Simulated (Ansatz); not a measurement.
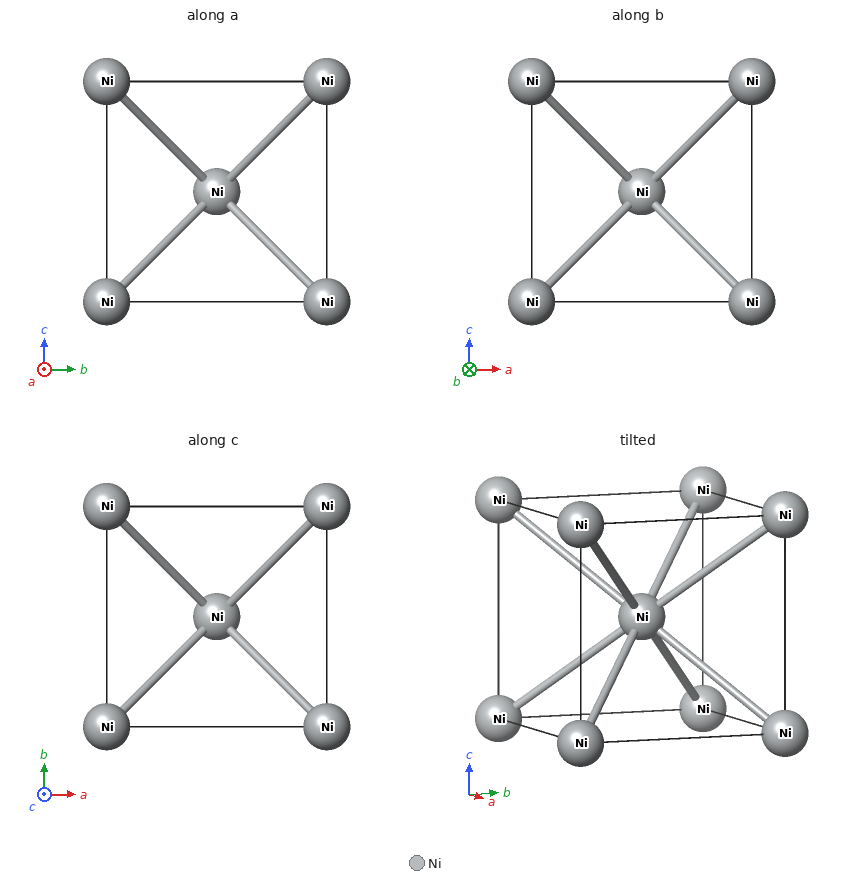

Shown here is a ball-and-stick view of the crystal, taken along the a axis, along the b axis, along the c axis and slightly off an axis. One conventional unit cell is outlined, and atoms on its boundary appear in each equivalent place.

Lattice parameters: a = 2.848 Å, b = 2.848 Å, c = 2.848 Å, α = 90.00°, β = 90.00°, γ = 90.00°.

> Give the structure in the form of a table of Wyckoff sites.

Space group Im-3m (No. 229).
```
atom  site       x       y       z
  Ni    2a  0.0000  0.0000  0.0000
```

It goes back to a structure type filled with this element by a generator (whether the element takes this form wasn't checked). The geometry was optimised with Ansatz 0.2.0, DFT, BLYP, plane waves (420 eV) with PAW, scalar-relativistic.
